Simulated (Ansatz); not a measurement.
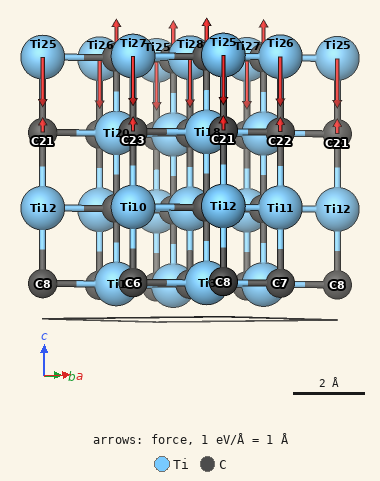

Starting geometry of a slab of composition TiC (cut from the Fm-3m phase) with the computed forces as red arrows. Style: ball-and-stick. Shown: the cell of the calculation, outlined in the plane, without the vacuum, from a free direction.

Case: clean slab, lower planes held. The slab is the (1 0 0) face of TiC. 16 atoms are held fixed.

Level of theory: DFT PBE+D3(BJ), scalar-relativistic, plane waves, PAW in Ansatz.

The input:
```yaml
crystal:
  lattice:
    - [6.0686302345, 0.0, 0.0]
    - [0.0, 6.0686302345, 0.0]
    - [0.0, 0.0, 22.436754387]
  atoms:
    - { symbol: Ti, position: [0.25, 0.25, 0.3565578097] }
    - { symbol: Ti, position: [0.25, 0.75, 0.3565578097] }
    - { symbol: Ti, position: [0.75, 0.25, 0.3565578097] }
    - { symbol: Ti, position: [0.75, 0.75, 0.3565578097] }
    - { symbol: C, position: [0.5, 0.5, 0.3565578097] }
    - { symbol: C, position: [0.5, 0.0, 0.3565578097] }
    - { symbol: C, position: [0.0, 0.5, 0.3565578097] }
    - { symbol: C, position: [0.0, 0.0, 0.3565578097] }
    - { symbol: Ti, position: [0.5, 0.5, 0.4521859366] }
    - { symbol: Ti, position: [0.5, 0.0, 0.4521859366] }
    - { symbol: Ti, position: [0.0, 0.5, 0.4521859366] }
    - { symbol: Ti, position: [0.0, 0.0, 0.4521859366] }
    - { symbol: C, position: [0.75, 0.75, 0.4521859366] }
    - { symbol: C, position: [0.75, 0.25, 0.4521859366] }
    - { symbol: C, position: [0.25, 0.75, 0.4521859366] }
    - { symbol: C, position: [0.25, 0.25, 0.4521859366] }
    - { symbol: Ti, position: [0.75, 0.75, 0.5478140634] }
    - { symbol: Ti, position: [0.75, 0.25, 0.5478140634] }
    - { symbol: Ti, position: [0.25, 0.75, 0.5478140634] }
    - { symbol: Ti, position: [0.25, 0.25, 0.5478140634] }
    - { symbol: C, position: [0.0, 0.0, 0.5478140634] }
    - { symbol: C, position: [0.0, 0.5, 0.5478140634] }
    - { symbol: C, position: [0.5, 0.0, 0.5478140634] }
    - { symbol: C, position: [0.5, 0.5, 0.5478140634] }
    - { symbol: Ti, position: [0.0, 0.0, 0.6434421903] }
    - { symbol: Ti, position: [0.0, 0.5, 0.6434421903] }
    - { symbol: Ti, position: [0.5, 0.0, 0.6434421903] }
    - { symbol: Ti, position: [0.5, 0.5, 0.6434421903] }
    - { symbol: C, position: [0.25, 0.25, 0.6434421903] }
    - { symbol: C, position: [0.25, 0.75, 0.6434421903] }
    - { symbol: C, position: [0.75, 0.25, 0.6434421903] }
    - { symbol: C, position: [0.75, 0.75, 0.6434421903] }
basis:
  ecutwfc: 420
kpoints:
  mp_grid: { grid: [3, 3, 1] }
hamiltonian:
  xc: pbe
  dispersion: d3bj
scf:
  occupations: { method: gaussian, width: 0.1 }
output:
  forces: true
  eigenvalues: true
  write_density: true
  write_potential: true
  elf: true
  volumetric_format: npy
relax:
  adjacent_minimum: "off"
  f_tol: 0.03
  max_steps: 70
  constraints: [{ sites: [0, 1, 2, 3, 4, 5, 6, 7, 8, 9, 10, 11, 12, 13, 14, 15] }]
efield:
  axis: 3
  dipole_correction: true
  ramp_width: 0.04
```

Launched with:
```bash
ansatz run input.yaml --threads 4 --pin off --max-ram 10240MiB --backend cpu --events-out ev --progress --plain --runs-dir out
```

Is this structure relaxed? If not, where do the atoms go?

Answer. It isn't relaxed: the largest force vector, on Ti atoms, is 1.43 eV/Å. The atoms end up moving mostly along the starting forces (cosine between the two patterns 0.96). The largest moves, 0.072 Å, are those of Ti25, Ti26, Ti27 and Ti28. Ti25 goes along the normal (−c). Largest moves by element: Ti 0.072 Å, C 0.054 Å. The cell doesn't change. Among the contacts that change: Ti17–C32 2.146 → 2.221 Å, C21–Ti25 2.146 → 2.078 Å, Ti17–Ti25 3.034 → 2.999 Å, C13–Ti17 2.146 → 2.124 Å. Among the angles between lasting bonds that change: C29–Ti27–C32 180.0° → 173.3°, Ti25–C30–Ti28 180.0° → 173.3°, C23–Ti27–C29 90.0° → 93.4°. After 3 accepted moves (4 points after the start) the energy has fallen by 0.346 eV per cell of the calculation. The largest force component goes from 1.4 to 0.014 eV/Å. 1 step only repeated the SCF at the same geometry. Cost: 76 s on 4 threads of Arm Neoverse V1, on a shared host, peak memory 1.9 GiB.
